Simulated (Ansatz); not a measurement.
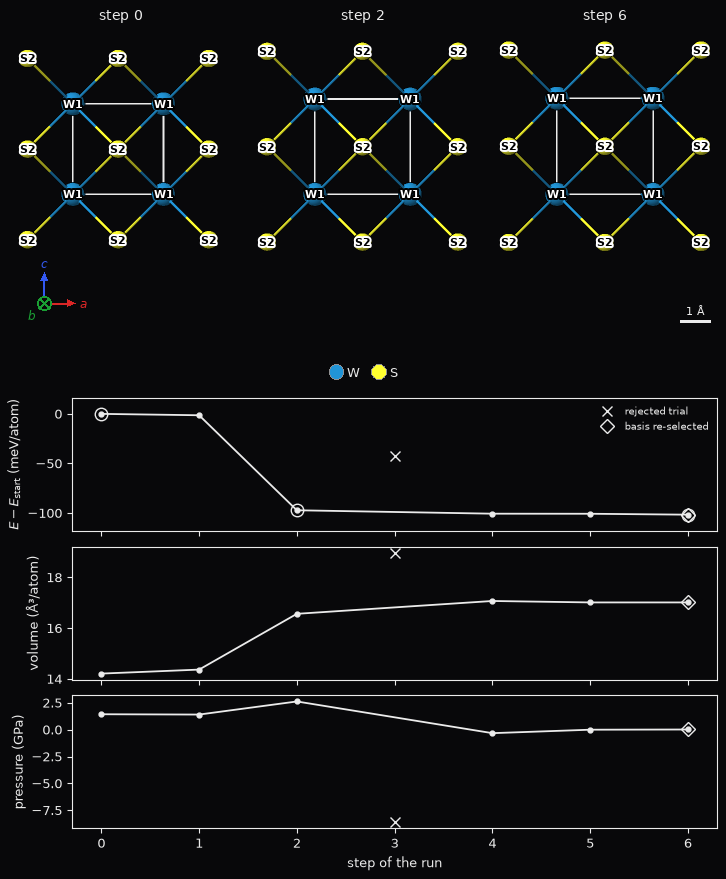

Frames of a relaxation of crystalline WS (built on the CsCl (B2) type), marked on the history of the run. Style: ball-and-stick. Shown: the cell of the calculation, along the b axis.

Method: Ansatz 0.2.0, DFT PBE+U, scalar-relativistic, plane waves, PAW.

Input file:
```yaml
crystal:
  lattice:
    - [3.0517160747, 0.0, 0.0]
    - [0.0, 3.0517160747, 0.0]
    - [0.0, 0.0, 3.0517160747]
  atoms:
    - { symbol: W, position: [0.0, 0.0, 0.0] }
    - { symbol: S, position: [0.5, 0.5, 0.5] }
basis:
  ecutwfc: 420
kpoints:
  mp_grid: { grid: [14, 14, 14] }
hamiltonian:
  xc: pbe
  hubbard: { sites: [{ species: W, l: d, u_eff: 6.2 }] }
scf:
  occupations: { method: gaussian, width: 0.1 }
output:
  forces: true
  stress: true
  eigenvalues: true
  write_density: true
  write_potential: true
  elf: true
  volumetric_format: npy
relax:
  adjacent_minimum: "off"
  f_tol: 0.01
  max_steps: 80
  cell: { stress_tol: 0.05 }
```

Run as
```bash
ansatz run input.yaml --threads 1 --pin off --max-ram 2560MiB --backend cpu --events-out ev --progress --plain --runs-dir out
```

Q: Describe the path.

A: The atoms keep their places relative to the cell (all moves are under 0.005 Å). The drawn cell changes as follows: a = b = c 3.052 → 3.240 Å (+6.2 %); the volume changes by +19.7 %. Among the contacts that change: W1–W1 3.052 → 3.240 Å, W1–S2 2.643 → 2.806 Å. The space group stays Pm-3m (No. 221). Over 4 accepted moves (6 points after the start) the energy falls by 102 meV per atom. All forces vanish by symmetry, so only the cell relaxes. Pressure: 1.44 GPa at the start and 0.02 GPa at the end. The line search rejected the trial step at point 3 of the run. The SCF was repeated once at an unchanged geometry on a basis and grid sized afresh for the cell, which shifted the energy by 0.9 meV per atom at most. From step 0 to 2: volume +16.6 %, energy −97.2 meV per atom. From step 2 to 6: volume +2.7 %, energy −4.4 meV per atom.
